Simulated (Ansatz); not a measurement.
**Geometry relaxation, with input and output: TaN (part 3 of 3)**

Continued. System: TaN (slab, 24 atoms in the cell). Method: DFT PBE+D3(BJ), scalar-relativistic, plane waves, PAW, no spin polarisation (Ansatz 0.2.0); cutoff 420 eV, 4×4×1 k-mesh, Gaussian smearing of 0.1 eV. The structure derives from an entry of the Crystallography Open Database. The input holds or restrains some coordinates. Forces given for the steps count only the free coordinates. It belongs to a series of runs on one base structure; here: clean slab, lower planes held.

Geometry of the input (Å; fractional positions):
```
6.2015  0.0000  0.0000
-3.1007  5.3706  0.0000
0.0000  0.0000  22.3294
Ta 0.1667  0.3333  0.3583
Ta 0.1667  0.8333  0.3583
Ta 0.6667  0.3333  0.3583
Ta 0.6667  0.8333  0.3583
N  0.3333  0.1667  0.4150
N  0.3333  0.6667  0.4150
N  0.8333  0.1667  0.4150
N  0.8333  0.6667  0.4150
Ta 0.5000  0.5000  0.4717
Ta 0.5000  0.0000  0.4717
Ta 0.0000  0.5000  0.4717
Ta 0.0000  0.0000  0.4717
N  0.6667  0.3333  0.5283
N  0.6667  0.8333  0.5283
N  0.1667  0.3333  0.5283
N  0.1667  0.8333  0.5283
Ta 0.8333  0.6667  0.5850
Ta 0.8333  0.1667  0.5850
Ta 0.3333  0.6667  0.5850
Ta 0.3333  0.1667  0.5850
N  0.0000  0.5000  0.6417
N  0.0000  0.0000  0.6417
N  0.5000  0.5000  0.6417
N  0.5000  0.0000  0.6417
```

## Output, continued
```
  k-point 3: bands = ["-65.5671", "-65.5529", "-65.5529", "-65.5386", "-65.4548", "-65.4408", "-65.4408", "-65.4267", "-64.8106", "-64.7981", "-64.7981", "-64.7855", "-32.4872", "-32.4155", "-32.4155", "-32.3618", "-32.3159", "-32.3021", "-32.3021", "-32.3001", "-32.2084", "-32.1833", "-32.1833", "-32.1431", "-32.0753", "-32.0753", "-32.0739", "-32.0602", "-31.9873", "-31.9657", "-31.9641", "-31.9641", "-31.9610", "-31.9119", "-31.9119", "-31.8359", "-31.4733", "-31.4572", "-31.4572", "-31.4417", "-31.4199", "-31.3529", "-31.3529", "-31.2646", "-31.1791", "-31.0902", "-31.0902", "-31.0230", "-13.5945", "-13.0746", "-13.0746", "-12.8251", "-12.8115", "-12.7384", "-12.7384", "-12.4665", "-11.0685", "-10.8810", "-10.8810", "-10.5744", "-4.6825", "-4.5165", "-4.4615", "-4.4615", "-3.8433", "-3.8433", "-3.8063", "-3.7503", "-3.4239", "-3.3879", "-3.3879", "-2.9292", "-2.8815", "-2.8206", "-2.7901", "-2.7901", "-2.5109", "-2.4899", "-2.3750", "-2.3674", "-2.3674", "-2.1371", "-2.1371", "-1.8667", "-1.5806", "-1.5254", "-1.5254", "-1.4184", "-0.1103", "0.1312", "0.1312", "0.2627", "0.2627", "0.2819", "0.3202", "0.6916", "1.5524", "1.5524", "1.6447", "2.1936", "2.3709", "2.5335", "2.5335", "3.1562", "3.2481", "3.7315", "3.7315", "3.8483", "3.8782", "3.8782", "3.9436", "4.4198", "4.7091", "4.7827", "4.9274", "5.0736", "5.0736", "5.2996", "5.2996", "5.3142", "5.4892", "5.5638", "5.6729", "5.7594", "5.8857", "5.8857", "6.0795", "6.1395", "6.1395", "6.3152", "6.4273", "6.4273"]
--- Relaxed structure (5 steps of the walk, 5 accepted, 0 SCFs on fresh bases) ---
  F+E_penalty+E_count = -123815.23650279 eV   max|allowed force component| = 2.991e-3 eV/Å
  atoms:
    - { symbol: Ta, position: [0.16666666666666663, 0.33333333333333337, 0.3582725457] }
    - { symbol: Ta, position: [0.16666666666666666, 0.8333333333333334, 0.3582725457] }
    - { symbol: Ta, position: [0.6666666666666666, 0.33333333333333337, 0.3582725457] }
    - { symbol: Ta, position: [0.6666666666666667, 0.8333333333333335, 0.3582725457] }
    - { symbol: N, position: [0.3333333333333334, 0.16666666666666666, 0.4149635274] }
    - { symbol: N, position: [0.3333333333333334, 0.6666666666666666, 0.4149635274] }
    - { symbol: N, position: [0.8333333333333335, 0.16666666666666666, 0.4149635274] }
    - { symbol: N, position: [0.8333333333333334, 0.6666666666666666, 0.4149635274] }
    - { symbol: Ta, position: [0.5, 0.5, 0.4716545091] }
    - { symbol: Ta, position: [0.5, 4.0389678347315804e-28, 0.4716545091] }
    - { symbol: Ta, position: [-2.7755575615628914e-17, 0.49999999999999994, 0.4716545091] }
    - { symbol: Ta, position: [0.0, 0.0, 0.4716545091] }
    - { symbol: N, position: [0.6666666666666666, 0.33333333333333337, 0.5283197556042621] }
    - { symbol: N, position: [0.6666666666666667, 0.8333333333333335, 0.5283197556042621] }
    - { symbol: N, position: [0.16666666666666663, 0.33333333333333337, 0.5283197556042621] }
    - { symbol: N, position: [0.16666666666666666, 0.8333333333333334, 0.5283197556042621] }
    - { symbol: Ta, position: [0.8333333333333334, 0.6666666666666666, 0.5908768714575132] }
    - { symbol: Ta, position: [0.8333333333333335, 0.16666666666666666, 0.5908768714575132] }
    - { symbol: Ta, position: [0.3333333333333334, 0.6666666666666666, 0.5908768714575133] }
    - { symbol: Ta, position: [0.3333333333333334, 0.16666666666666666, 0.5908768714575132] }
    - { symbol: N, position: [-2.7755575615628914e-17, 0.49999999999999994, 0.6319998545388117] }
    - { symbol: N, position: [-6.884718068698271e-30, 1.2962091111052475e-18, 0.6319998545388117] }
    - { symbol: N, position: [0.5, 0.5, 0.6319998545388117] }
    - { symbol: N, position: [0.5, 1.2962091115707806e-18, 0.6319998545388117] }
```

## Trajectory as extended XYZ (Å, eV, eV/Å), 5 frames, from step=1 to step=5
```
24
Lattice="6.2015 0.0000 0.0000 -3.1007 5.3706 0.0000 0.0000 0.0000 22.3294" Properties=species:S:1:pos:R:3:forces:R:3 step=1 energy=-123811.58064
Ta    0.0000    1.7902    8.0000    0.0000   0.0000   0.3067
Ta   -1.5504    4.4755    8.0000    0.0000   0.0000   0.3067
Ta    3.1007    1.7902    8.0000    0.0000   0.0000   0.3067
Ta    1.5504    4.4755    8.0000    0.0000   0.0000   0.3067
N     1.5504    0.8951    9.2659    0.0000   0.0000  -0.7515
N     0.0000    3.5804    9.2659    0.0000   0.0000  -0.7515
N     4.6511    0.8951    9.2659    0.0000   0.0000  -0.7515
N     3.1007    3.5804    9.2659    0.0000   0.0000  -0.7515
Ta    1.5504    2.6853   10.5317    0.0000   0.0000   0.0966
Ta    3.1007    0.0000   10.5317    0.0000   0.0000   0.0966
Ta   -1.5504    2.6853   10.5317    0.0000   0.0000   0.0966
Ta    0.0000    0.0000   10.5317    0.0000   0.0000   0.0966
N     3.1007    1.7902   11.7976    0.0000   0.0000  -0.5924
N     1.5504    4.4755   11.7976    0.0000   0.0000  -0.5924
N     0.0000    1.7902   11.7976    0.0000   0.0000  -0.5924
N    -1.5504    4.4755   11.7976    0.0000   0.0000  -0.5924
Ta    3.1007    3.5804   13.0635    0.0000   0.0000   5.5144
Ta    4.6511    0.8951   13.0635    0.0000   0.0000   5.5144
Ta    0.0000    3.5804   13.0635    0.0000   0.0000   5.5144
Ta    1.5504    0.8951   13.0635    0.0000   0.0000   5.5144
N    -1.5504    2.6853   14.3294    0.0000   0.0000  -4.5743
N     0.0000    0.0000   14.3294    0.0000   0.0000  -4.5743
N     1.5504    2.6853   14.3294    0.0000   0.0000  -4.5743
N     3.1007    0.0000   14.3294    0.0000   0.0000  -4.5743
24
Lattice="6.2015 0.0000 0.0000 -3.1007 5.3706 0.0000 0.0000 0.0000 22.3294" Properties=species:S:1:pos:R:3:forces:R:3 step=2 energy=-123815.20214
Ta    0.0000    1.7902    8.0000    0.0000   0.0000   0.5535
Ta   -1.5504    4.4755    8.0000    0.0000   0.0000   0.5535
Ta    3.1007    1.7902    8.0000    0.0000   0.0000   0.5535
Ta    1.5504    4.4755    8.0000    0.0000   0.0000   0.5535
N     1.5504    0.8951    9.2659    0.0000   0.0000  -0.6872
N     0.0000    3.5804    9.2659    0.0000   0.0000  -0.6872
N     4.6511    0.8951    9.2659    0.0000   0.0000  -0.6872
N     3.1007    3.5804    9.2659    0.0000   0.0000  -0.6872
Ta    1.5504    2.6853   10.5317    0.0000   0.0000   0.4156
Ta    3.1007    0.0000   10.5317    0.0000   0.0000   0.4156
Ta   -1.5504    2.6853   10.5317    0.0000   0.0000   0.4156
Ta    0.0000    0.0000   10.5317    0.0000   0.0000   0.4156
N     3.1007    1.7902   11.8319    0.0000   0.0000  -0.3576
N     1.5504    4.4755   11.8319    0.0000   0.0000  -0.3576
N     0.0000    1.7902   11.8319    0.0000   0.0000  -0.3576
N    -1.5504    4.4755   11.8319    0.0000   0.0000  -0.3576
Ta    3.1007    3.5804   13.2018    0.0000   0.0000   0.3552
Ta    4.6511    0.8951   13.2018    0.0000   0.0000   0.3552
Ta    0.0000    3.5804   13.2018    0.0000   0.0000   0.3552
Ta    1.5504    0.8951   13.2018    0.0000   0.0000   0.3552
N    -1.5504    2.6853   14.1382    0.0000   0.0000  -0.2808
N     0.0000    0.0000   14.1382    0.0000   0.0000  -0.2808
N     1.5504    2.6853   14.1382    0.0000   0.0000  -0.2808
N     3.1007    0.0000   14.1382    0.0000   0.0000  -0.2808
24
Lattice="6.2015 0.0000 0.0000 -3.1007 5.3706 0.0000 0.0000 0.0000 22.3294" Properties=species:S:1:pos:R:3:forces:R:3 step=3 energy=-123815.23203
Ta    0.0000    1.7902    8.0000    0.0000   0.0000   0.5081
Ta   -1.5504    4.4755    8.0000    0.0000   0.0000   0.5081
Ta    3.1007    1.7902    8.0000    0.0000   0.0000   0.5081
Ta    1.5504    4.4755    8.0000    0.0000   0.0000   0.5081
N     1.5504    0.8951    9.2659    0.0000   0.0000  -0.7169
N     0.0000    3.5804    9.2659    0.0000   0.0000  -0.7169
N     4.6511    0.8951    9.2659    0.0000   0.0000  -0.7169
N     3.1007    3.5804    9.2659    0.0000   0.0000  -0.7169
Ta    1.5504    2.6853   10.5317    0.0000   0.0000   0.2054
Ta    3.1007    0.0000   10.5317    0.0000   0.0000   0.2054
Ta   -1.5504    2.6853   10.5317    0.0000   0.0000   0.2054
Ta    0.0000    0.0000   10.5317    0.0000   0.0000   0.2054
N     3.1007    1.7902   11.8032    0.0000   0.0000  -0.1349
N     1.5504    4.4755   11.8032    0.0000   0.0000  -0.1349
N     0.0000    1.7902   11.8032    0.0000   0.0000  -0.1349
N    -1.5504    4.4755   11.8032    0.0000   0.0000  -0.1349
Ta    3.1007    3.5804   13.1842    0.0000   0.0000   0.0867
Ta    4.6511    0.8951   13.1842    0.0000   0.0000   0.0867
Ta    0.0000    3.5804   13.1842    0.0000   0.0000   0.0867
Ta    1.5504    0.8951   13.1842    0.0000   0.0000   0.0867
N    -1.5504    2.6853   14.1012    0.0000   0.0000   0.0516
N     0.0000    0.0000   14.1012    0.0000   0.0000   0.0516
N     1.5504    2.6853   14.1012    0.0000   0.0000   0.0516
N     3.1007    0.0000   14.1012    0.0000   0.0000   0.0516
24
Lattice="6.2015 0.0000 0.0000 -3.1007 5.3706 0.0000 0.0000 0.0000 22.3294" Properties=species:S:1:pos:R:3:forces:R:3 step=4 energy=-123815.23632
Ta    0.0000    1.7902    8.0000    0.0000   0.0000   0.5402
Ta   -1.5504    4.4755    8.0000    0.0000   0.0000   0.5402
Ta    3.1007    1.7902    8.0000    0.0000   0.0000   0.5402
Ta    1.5504    4.4755    8.0000    0.0000   0.0000   0.5402
N     1.5504    0.8951    9.2659    0.0000   0.0000  -0.7239
N     0.0000    3.5804    9.2659    0.0000   0.0000  -0.7239
N     4.6511    0.8951    9.2659    0.0000   0.0000  -0.7239
N     3.1007    3.5804    9.2659    0.0000   0.0000  -0.7239
Ta    1.5504    2.6853   10.5317    0.0000   0.0000   0.2035
Ta    3.1007    0.0000   10.5317    0.0000   0.0000   0.2035
Ta   -1.5504    2.6853   10.5317    0.0000   0.0000   0.2035
Ta    0.0000    0.0000   10.5317    0.0000   0.0000   0.2035
N     3.1007    1.7902   11.7984    0.0000   0.0000  -0.0049
N     1.5504    4.4755   11.7984    0.0000   0.0000  -0.0049
N     0.0000    1.7902   11.7984    0.0000   0.0000  -0.0049
N    -1.5504    4.4755   11.7984    0.0000   0.0000  -0.0049
Ta    3.1007    3.5804   13.1965    0.0000   0.0000  -0.0396
Ta    4.6511    0.8951   13.1965    0.0000   0.0000  -0.0396
Ta    0.0000    3.5804   13.1965    0.0000   0.0000  -0.0396
Ta    1.5504    0.8951   13.1965    0.0000   0.0000  -0.0396
N    -1.5504    2.6853   14.1132    0.0000   0.0000   0.0245
N     0.0000    0.0000   14.1132    0.0000   0.0000   0.0245
N     1.5504    2.6853   14.1132    0.0000   0.0000   0.0245
N     3.1007    0.0000   14.1132    0.0000   0.0000   0.0245
24
Lattice="6.2015 0.0000 0.0000 -3.1007 5.3706 0.0000 0.0000 0.0000 22.3294" Properties=species:S:1:pos:R:3:forces:R:3 step=5 energy=-123815.23650
Ta    0.0000    1.7902    8.0000    0.0000   0.0000   0.5309
Ta   -1.5504    4.4755    8.0000    0.0000   0.0000   0.5309
Ta    3.1007    1.7902    8.0000    0.0000   0.0000   0.5309
Ta    1.5504    4.4755    8.0000    0.0000   0.0000   0.5309
N     1.5504    0.8951    9.2659    0.0000   0.0000  -0.7251
N     0.0000    3.5804    9.2659    0.0000   0.0000  -0.7251
N     4.6511    0.8951    9.2659    0.0000   0.0000  -0.7251
N     3.1007    3.5804    9.2659    0.0000   0.0000  -0.7251
Ta    1.5504    2.6853   10.5317    0.0000   0.0000   0.1945
Ta    3.1007    0.0000   10.5317    0.0000   0.0000   0.1945
Ta   -1.5504    2.6853   10.5317    0.0000   0.0000   0.1945
Ta    0.0000    0.0000   10.5317    0.0000   0.0000   0.1945
N     3.1007    1.7902   11.7970    0.0000   0.0000  -0.0003
N     1.5504    4.4755   11.7970    0.0000   0.0000  -0.0003
N     0.0000    1.7902   11.7970    0.0000   0.0000  -0.0003
N    -1.5504    4.4755   11.7970    0.0000   0.0000  -0.0003
Ta    3.1007    3.5804   13.1939    0.0000   0.0000  -0.0030
Ta    4.6511    0.8951   13.1939    0.0000   0.0000  -0.0030
Ta    0.0000    3.5804   13.1939    0.0000   0.0000  -0.0030
Ta    1.5504    0.8951   13.1939    0.0000   0.0000  -0.0030
N    -1.5504    2.6853   14.1122    0.0000   0.0000   0.0030
N     0.0000    0.0000   14.1122    0.0000   0.0000   0.0030
N     1.5504    2.6853   14.1122    0.0000   0.0000   0.0030
N     3.1007    0.0000   14.1122    0.0000   0.0000   0.0030
```

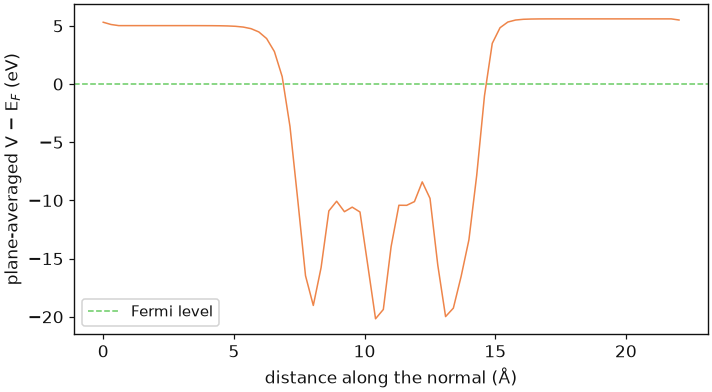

*Plane average of the electrostatic potential energy of an electron across the cell, from the Fermi level.*

The vacuum level lies 5.60 eV above the Fermi level on the upper side and 5.02 eV on the lower.

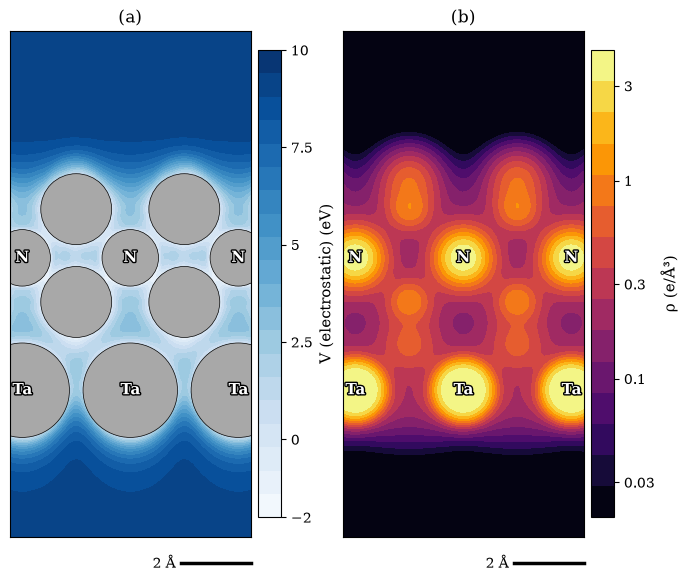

*(a) electrostatic potential (local pseudopotential plus Hartree) felt by an electron; (b) valence pseudo-density on the (100) plane of the calculation cell, a cut from vacuum to vacuum. Grey discs, where drawn, cover atomic cores.*

Ta–Ta (3.10 Å): the density is about 0.25 e/Å³ at the midpoint. The density dies away to nearly zero in the vacuum. Core electrons are frozen (PAW), so the fields are smoothed inside the atomic spheres.

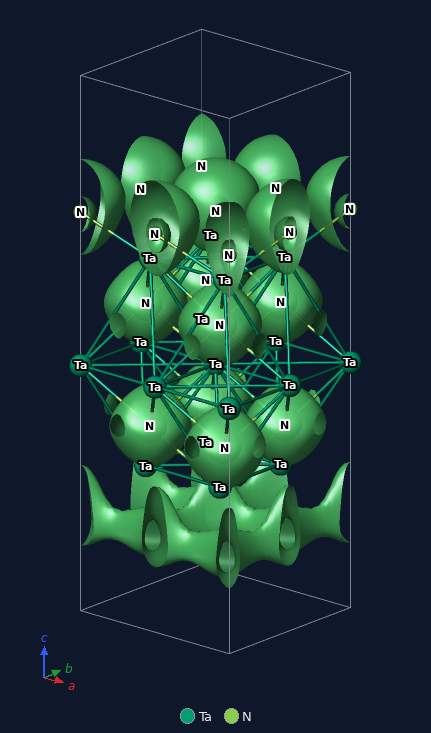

*Isosurface of the electron localisation function at 0.6 (green), seen slightly off an axis. Only the valence region is drawn (cores and ρ < 0.01 e/Å³ removed). Sticks mark near contacts.*

Profiles from the grid: Ta–N (2.01 Å): the ELF is about 0.30 at the midpoint (a polar contact without a shared pair, in a metal). Ta–Ta (3.10 Å): the ELF is about 0.20 at the midpoint; no shared electron pair.

## Results in brief

| quantity | value |
| --- | --- |
| outcome | converged under the restraints of the input |
| electrons treated | 216 |
| free energy | −123815.2365 eV |
| work function, top face | 5.60 eV |
| work function, bottom face | 5.02 eV |
| Fermi energy | 3.841 eV |
| gap on the k-point mesh | none (metallic) |
| final volume | 743.70 Å³ |
| work function (upper face) | 5.60 eV |
| largest force (length of the vector) at the end, held atoms and coordinates included | 0.725 eV/Å |
| wall time | 58 s (CPU time 3.1 min) |
| peak memory | 1.7 GiB |

## Notes

Warnings of the run: the exchange-correlation potential is rough where the density is thin. Spin–orbit coupling is left out, which matters for Ta.
